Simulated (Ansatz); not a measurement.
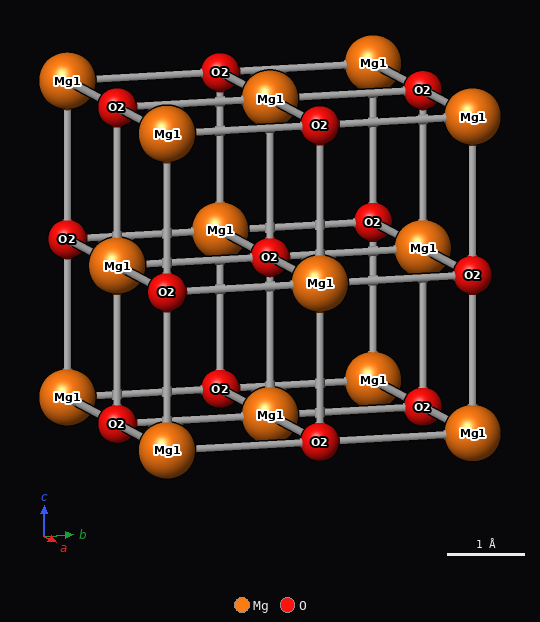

Fig. 1: The input geometry (ball-and-stick view of the cell 4 times as large as that of the calculation, set on its symmetry axes, seen slightly off an axis; atoms are numbered from 1 in the order of the input). Near neighbours in the crystal (not all of them lie inside the picture): Mg has 6 O at 2.10 Å; O has 6 Mg at 2.10 Å.

## Run report: MgO, geometry relaxation (part 1 of 2)

MgO (Fm-3m, 2 atoms in the cell), computed with DFT, PBE, plane waves, PAW, no spin polarisation (Ansatz 0.2.0).

The structure derives from a Materials Project entry. Figures and captions count atoms from 1; the log counts them from 0 in places.

## What the program printed
```
Engine: ansatz 0.2.0, x86_64-unknown-linux-gnu
Pseudopotentials: kind: paw
Pseudopotential: Mg, paw, valence charge 10, recommended cutoff 420 eV (normal), Mg.paw.azcp
Pseudopotential: O, paw, valence charge 6, recommended cutoff 420 eV (normal), O.paw.azcp
Functional definition: PBE
  parameter kappa = 0.804
  parameter beta = 0.06672455060314922
  exchange = pbe_x(kappa = kappa, mu = beta*pi^2/3)
  correlation = pbe_c(beta = beta)
Crystal: 2 atoms, lattice volume = 18.443 Å³
Basis set: ecut = 420 eV, 339 PW (Γ), exchange–correlation on 40×40×40 points (8 copies of the dense FFT grid, shifted against one another)
Bands: 12, of which v1, the nominal top of the filled ones, is band 8 counted from 1 (7 counted from 0)
Symmetry: 48 space group operations
Space group: Fm-3m (ITA 225), of the structure as read, at distance tolerance 2.6e-5 Å
k-points: 47 of 1000
Non-local potential: Mg, projectors of the file, l = 0: 3, l = 1: 2, l = 2: 1
Non-local potential: O, projectors of the file, l = 0: 2, l = 1: 2, l = 2: 1
PAW form: soft (Blöchl's): semilocal exchange-correlation on the pseudo side does not see the compensation charge
PAW one-centre angular grid: Mg, 110 points (default); XC on 64 Gauss nodes
PAW one-centre angular grid: O, 110 points (default); XC on 64 Gauss nodes
Initial density: superposition of atomic densities (neutral atoms: chi_scale 0, normalization atom), corrected by the library's trained network
Initial wavefunctions: pseudopotential atomic-orbital guess
Functional: x = pbe(κ = 0.804, μ = 0.2195149727645171), c = pbe(β = 0.06672455060314922)
SCF iter   1: F=—  HF=-2494.121530 eV  |F-HF|=—  |Δ(HF+E_count)|=         —  Δρ=5.84e-4  dr2=8.32e-6  ethr=1.77e-3  ⟨swp⟩=6.0  Hψ=3327  notcnv=0
preconditioner: auto → none  [insulator: Δε(μ)=4.867 eV  Ē_g=18.689 eV  σ=0.020 eV  W_gap=1.00  n_scr=8 (ndim 8)  ℏωp=24.5 eV  f_vac=0.000  D(μ)=0.00/eV (n_scr^D=0)  ε∞_Penn≈2.7]
SCF iter   2: F=—  HF=-2494.122261 eV  |F-HF|=—  |Δ(HF+E_count)|=   7.31e-4  Δρ=4.27e-4  dr2=1.60e-5  ethr=5.20e-8  ⟨swp⟩=3.7  Hψ=1714  notcnv=0
SCF iter   3: F=—  HF=-2494.122281 eV  |F-HF|=—  |Δ(HF+E_count)|=   2.02e-5  Δρ=2.31e-4  dr2=4.05e-6  ethr=5.20e-8  ⟨swp⟩=2.9  Hψ=907  notcnv=0
iter 4 did not close the SCF: its close was put off for the readings that it lacked (scf_convergence_deferred on its scf_iter line)
SCF iter   4: F=-2494.122297 eV  HF=-2494.122297 eV  |F-HF|=1.03e-8  |Δ(HF+E_count)|=   1.60e-5  Δρ=2.83e-5  dr2=4.85e-8  ethr=2.53e-8  ⟨swp⟩=2.3  Hψ=860  notcnv=0
iter 5 did not close the SCF: its close was put off for the readings that it lacked (scf_convergence_deferred on its scf_iter line)
SCF iter   5: F=-2494.122297 eV  HF=-2494.122297 eV  |F-HF|=6.93e-9  |Δ(HF+E_count)|=   4.18e-8  Δρ=7.76e-6  dr2=6.30e-9  ethr=3.03e-10  ⟨swp⟩=2.0  Hψ=919  notcnv=0
SCF iter   6: F=-2494.122297 eV  HF=-2494.122297 eV  |F-HF|=8.75e-10  |Δ(HF+E_count)|=   2.64e-9  Δρ=2.64e-6  dr2=5.96e-10  ethr=3.94e-11  ⟨swp⟩=4.6  Hψ=2785  notcnv=0
SCF 1 converged in 6 iterations: F = -2494.122297 eV  dr2 = 5.96e-10
  greatest PAW one-centre occupation: 1.000 electrons in one spin orbital (limit 2), on the Mg atom at site 0 (counted from 0), in its partial waves of l = 0
relax step   1: F+E_penalty+E_count = -2494.12229693 eV  Δ(F+E_penalty+E_count) = +0.000e0 eV  max|allowed force component| = 1.182e-29 eV/Å  Δτ_max = 0.0000 Å  P = +6.906 GPa  Ω = 18.443 Å³  (6 SCF iters, dr2 threshold 1.00e-7 eV, accepted)
Crystal: 2 atoms, lattice volume = 18.766 Å³
Initial density: handed on by an earlier stage of this run
Initial wavefunctions: those handed on with the density
iter 1 solved again at ethr=3.51e-6 eV; its pass at ethr=3.10e-3 eV (dr2=5.62e-4 eV) is discarded
SCF iter   1: F=—  HF=-2494.131983 eV  |F-HF|=—  |Δ(HF+E_count)|=         —  Δρ=1.88e-3  dr2=5.16e-4  ethr=3.51e-6  ⟨swp⟩=2.1  Hψ=4001  notcnv=0
preconditioner: auto → none  [insulator: Δε(μ)=4.693 eV  Ē_g=18.483 eV  σ=0.020 eV  W_gap=1.00  n_scr=8 (ndim 8)  ℏωp=24.2 eV  f_vac=0.000  D(μ)=0.00/eV (n_scr^D=0)  ε∞_Penn≈2.7]
SCF iter   2: F=—  HF=-2494.131851 eV  |F-HF|=—  |Δ(HF+E_count)|=   1.33e-4  Δρ=6.44e-4  dr2=6.69e-5  ethr=3.22e-6  ⟨swp⟩=2.4  Hψ=722  notcnv=0
SCF iter   3: F=—  HF=-2494.131834 eV  |F-HF|=—  |Δ(HF+E_count)|=   1.71e-5  Δρ=1.18e-4  dr2=1.85e-6  ethr=4.18e-7  ⟨swp⟩=2.0  Hψ=749  notcnv=0
iter 4 did not close the SCF: its close was put off for the readings that it lacked (scf_convergence_deferred on its scf_iter line)
SCF iter   4: F=-2494.131834 eV  HF=-2494.131834 eV  |F-HF|=5.35e-8  |Δ(HF+E_count)|=   6.70e-7  Δρ=2.04e-5  dr2=7.39e-8  ethr=1.16e-8  ⟨swp⟩=2.6  Hψ=884  notcnv=0
iter 5 did not close the SCF: its close was put off for the readings that it lacked (scf_convergence_deferred on its scf_iter line)
SCF iter   5: F=-2494.131834 eV  HF=-2494.131834 eV  |F-HF|=8.52e-10  |Δ(HF+E_count)|=   1.69e-8  Δρ=3.68e-6  dr2=1.58e-9  ethr=4.62e-10  ⟨swp⟩=2.0  Hψ=891  notcnv=0
SCF iter   6: F=-2494.131834 eV  HF=-2494.131834 eV  |F-HF|=4.00e-11  |Δ(HF+E_count)|=  6.22e-10  Δρ=7.03e-7  dr2=2.84e-11  ethr=9.87e-12  ⟨swp⟩=4.6  Hψ=2849  notcnv=0
SCF 2 converged in 6 iterations: F = -2494.131834 eV  dr2 = 2.84e-11
relax step   2: F+E_penalty+E_count = -2494.13183419 eV  Δ(F+E_penalty+E_count) = -9.537e-3 eV  max|allowed force component| = 2.810e-30 eV/Å  Δτ_max = 0.0000 Å  P = +3.798 GPa  Ω = 18.766 Å³  energy of the carried Pulay correction = -1.219e-3 eV  (6 SCF iters, dr2 threshold 2.00e-7 eV, accepted)
Crystal: 2 atoms, lattice volume = 19.177 Å³
iter 1 solved again at ethr=4.90e-6 eV; its pass at ethr=3.10e-3 eV (dr2=7.85e-4 eV) is discarded
SCF iter   1: F=—  HF=-2494.135555 eV  |F-HF|=—  |Δ(HF+E_count)|=         —  Δρ=2.24e-3  dr2=7.50e-4  ethr=4.90e-6  ⟨swp⟩=1.0  Hψ=4081  notcnv=0
preconditioner: auto → none  [insulator: Δε(μ)=4.487 eV  Ē_g=18.235 eV  σ=0.020 eV  W_gap=1.00  n_scr=8 (ndim 8)  ℏωp=24.0 eV  f_vac=0.000  D(μ)=0.00/eV (n_scr^D=0)  ε∞_Penn≈2.7]
SCF iter   2: F=—  HF=-2494.135363 eV  |F-HF|=—  |Δ(HF+E_count)|=   1.92e-4  Δρ=7.75e-4  dr2=9.96e-5  ethr=4.69e-6  ⟨swp⟩=2.5  Hψ=750  notcnv=0
SCF iter   3: F=—  HF=-2494.135338 eV  |F-HF|=—  |Δ(HF+E_count)|=   2.51e-5  Δρ=1.45e-4  dr2=2.82e-6  ethr=6.22e-7  ⟨swp⟩=2.0  Hψ=748  notcnv=0
iter 4 did not close the SCF: its close was put off for the readings that it lacked (scf_convergence_deferred on its scf_iter line)
SCF iter   4: F=-2494.135339 eV  HF=-2494.135339 eV  |F-HF|=1.15e-8  |Δ(HF+E_count)|=   1.08e-6  Δρ=1.07e-5  dr2=2.44e-8  ethr=1.76e-8  ⟨swp⟩=2.0  Hψ=752  notcnv=0
iter 5 did not close the SCF: its close was put off for the readings that it lacked (scf_convergence_deferred on its scf_iter line)
SCF iter   5: F=-2494.135339 eV  HF=-2494.135339 eV  |F-HF|=1.29e-9  |Δ(HF+E_count)|=   2.49e-9  Δρ=3.87e-6  dr2=1.34e-9  ethr=1.52e-10  ⟨swp⟩=2.6  Hψ=883  notcnv=0
SCF iter   6: F=-2494.135339 eV  HF=-2494.135339 eV  |F-HF|=6.37e-12  |Δ(HF+E_count)|=  5.57e-10  Δρ=2.29e-7  dr2=3.13e-12  ethr=8.40e-12  ⟨swp⟩=4.1  Hψ=2667  notcnv=0
SCF 3 converged in 6 iterations: F = -2494.135339 eV  dr2 = 3.13e-12
relax step   3: F+E_penalty+E_count = -2494.13533938 eV  Δ(F+E_penalty+E_count) = -3.505e-3 eV  max|allowed force component| = 5.377e-29 eV/Å  Δτ_max = 0.0000 Å  P = +0.180 GPa  Ω = 19.177 Å³  energy of the carried Pulay correction = -2.738e-3 eV  (6 SCF iters, dr2 threshold 2.00e-7 eV, accepted)
Crystal: 2 atoms, lattice volume = 19.198 Å³
iter 1 solved again at ethr=1.21e-8 eV; its pass at ethr=3.10e-3 eV (dr2=1.94e-6 eV) is discarded
SCF iter   1: F=—  HF=-2494.135291 eV  |F-HF|=—  |Δ(HF+E_count)|=         —  Δρ=1.13e-4  dr2=1.87e-6  ethr=1.21e-8  ⟨swp⟩=2.6  Hψ=3973  notcnv=0
preconditioner: auto → none  [insulator: Δε(μ)=4.483 eV  Ē_g=18.229 eV  σ=0.020 eV  W_gap=1.00  n_scr=8 (ndim 8)  ℏωp=24.0 eV  f_vac=0.000  D(μ)=0.00/eV (n_scr^D=0)  ε∞_Penn≈2.7]
SCF iter   2: F=—  HF=-2494.135275 eV  |F-HF|=—  |Δ(HF+E_count)|=   1.64e-5  Δρ=3.62e-5  dr2=2.18e-7  ethr=1.17e-8  ⟨swp⟩=2.0  Hψ=729  notcnv=0
iter 3 did not close the SCF: its close was put off for the readings that it lacked (scf_convergence_deferred on its scf_iter line)
SCF iter   3: F=-2494.135275 eV  HF=-2494.135275 eV  |F-HF|=9.55e-10  |Δ(HF+E_count)|=   1.49e-8  Δρ=8.26e-6  dr2=1.00e-8  ethr=1.36e-9  ⟨swp⟩=2.0  Hψ=739  notcnv=0
iter 4 did not close the SCF: its close was put off for the readings that it lacked (scf_convergence_deferred on its scf_iter line)
SCF iter   4: F=-2494.135275 eV  HF=-2494.135275 eV  |F-HF|=1.43e-10  |Δ(HF+E_count)|=   1.93e-9  Δρ=1.56e-6  dr2=1.44e-10  ethr=6.25e-11  ⟨swp⟩=2.1  Hψ=790  notcnv=0
iter 5 did not close the SCF: its close was put off for the readings that it lacked (scf_convergence_deferred on its scf_iter line)
SCF iter   5: F=-2494.135275 eV  HF=-2494.135275 eV  |F-HF|=1.36e-12  |Δ(HF+E_count)|=  7.96e-11  Δρ=3.15e-7  dr2=8.38e-12  ethr=1.00e-12  ⟨swp⟩=2.0  Hψ=752  notcnv=0
SCF iter   6: F=-2494.135275 eV  HF=-2494.135275 eV  |F-HF|=0.00e0  |Δ(HF+E_count)|=  1.82e-12  Δρ=2.61e-8  dr2=4.89e-14  ethr=1.00e-12  ⟨swp⟩=4.0  Hψ=2234  notcnv=0
SCF 4 converged in 6 iterations: F = -2494.135275 eV  dr2 = 4.89e-14
relax step   4: F+E_penalty+E_count = -2494.13527488 eV  Δ(F+E_penalty+E_count) = +6.450e-5 eV  max|allowed force component| = 1.586e-30 eV/Å  Δτ_max = 0.0000 Å  P = +0.005 GPa  Ω = 19.198 Å³  energy of the carried Pulay correction = -2.815e-3 eV  (6 SCF iters, accepted)
Basis set: ecut = 420 eV, 339 PW (Γ), exchange–correlation on 48×48×48 points (8 copies of the dense FFT grid, shifted against one another)
Initial wavefunctions: pseudopotential atomic-orbital guess (no wavefunctions were taken with the density)
iter 1 solved again at ethr=2.02e-7 eV; its pass at ethr=3.10e-3 eV (dr2=3.23e-5 eV) is discarded
SCF iter   1: F=—  HF=-2494.138793 eV  |F-HF|=—  |Δ(HF+E_count)|=         —  Δρ=4.46e-4  dr2=4.79e-6  ethr=2.02e-7  ⟨swp⟩=2.9  Hψ=4861  notcnv=0
preconditioner: auto → none  [insulator: Δε(μ)=4.483 eV  Ē_g=18.230 eV  σ=0.020 eV  W_gap=1.00  n_scr=8 (ndim 8)  ℏωp=24.0 eV  f_vac=0.000  D(μ)=0.00/eV (n_scr^D=0)  ε∞_Penn≈2.7]
SCF iter   2: F=—  HF=-2494.138834 eV  |F-HF|=—  |Δ(HF+E_count)|=   4.11e-5  Δρ=2.04e-4  dr2=7.52e-7  ethr=3.00e-8  ⟨swp⟩=2.0  Hψ=731  notcnv=0
SCF iter   3: F=—  HF=-2494.138851 eV  |F-HF|=—  |Δ(HF+E_count)|=   1.72e-5  Δρ=3.28e-5  dr2=2.07e-8  ethr=4.70e-9  ⟨swp⟩=2.0  Hψ=752  notcnv=0
SCF iter   4: F=—  HF=-2494.138852 eV  |F-HF|=—  |Δ(HF+E_count)|=   4.70e-7  Δρ=1.36e-6  dr2=9.94e-11  ethr=1.29e-10  ⟨swp⟩=2.0  Hψ=752  notcnv=0
iter 5 did not close the SCF: its close was put off for the readings that it lacked (scf_convergence_deferred on its scf_iter line)
SCF iter   5: F=-2494.138852 eV  HF=-2494.138852 eV  |F-HF|=2.27e-12  |Δ(HF+E_count)|=  3.07e-10  Δρ=1.47e-7  dr2=1.77e-12  ethr=1.00e-12  ⟨swp⟩=2.0  Hψ=752  notcnv=0
SCF iter   6: F=-2494.138852 eV  HF=-2494.138852 eV  |F-HF|=4.55e-13  |Δ(HF+E_count)|=  1.36e-12  Δρ=1.67e-8  dr2=2.93e-14  ethr=1.00e-12  ⟨swp⟩=3.4  Hψ=2091  notcnv=0
SCF 5 converged in 6 iterations: F = -2494.138852 eV  dr2 = 2.93e-14
relax step   5: F+E_penalty+E_count = -2494.13885194 eV  Δ(F+E_penalty+E_count) = -3.577e-3 eV  max|allowed force component| = 4.347e-30 eV/Å  Δτ_max = 0.0000 Å  P = +0.354 GPa  Ω = 19.198 Å³  stress off target by 3.54e-1 GPa  SCF on the basis re-selected at this cell (its energy is not comparable with the rows above)  (6 SCF iters)
basis re-selected at this cell: Δ(F+E_penalty+E_count) = -3.577e-3 eV, ΔP = +0.349 GPa vs the last step (what re-selecting the basis moved, of the pressure what is left beyond the Pulay correction that the steps carried, after the strain that the cell walked since its last selection, with what the two solves' SCF thresholds leave and, on support functions, any second-order correction that the steps lacked; it is no measure of the basis error at this ecutwfc). The dense FFT grid was sized anew with the basis: this SCF ran on 24×24×24 points, the steps before it on 20×20×20, so part of this shift can come from that change (see relax.cell in the input reference). This SCF's stress stands 3.54e-1 GPa from its target on what of the cell is left free (relax.cell.stress_tol is 5.00e-2 GPa) and its largest allowed force component is 4.35e-30 eV/Å (relax.f_tol is 5.00e-3 eV/Å): not within both, so this SCF does not close the relaxation
Crystal: 2 atoms, lattice volume = 19.240 Å³
iter 1 solved again at ethr=4.69e-8 eV; its pass at ethr=3.10e-3 eV (dr2=7.51e-6 eV) is discarded
```
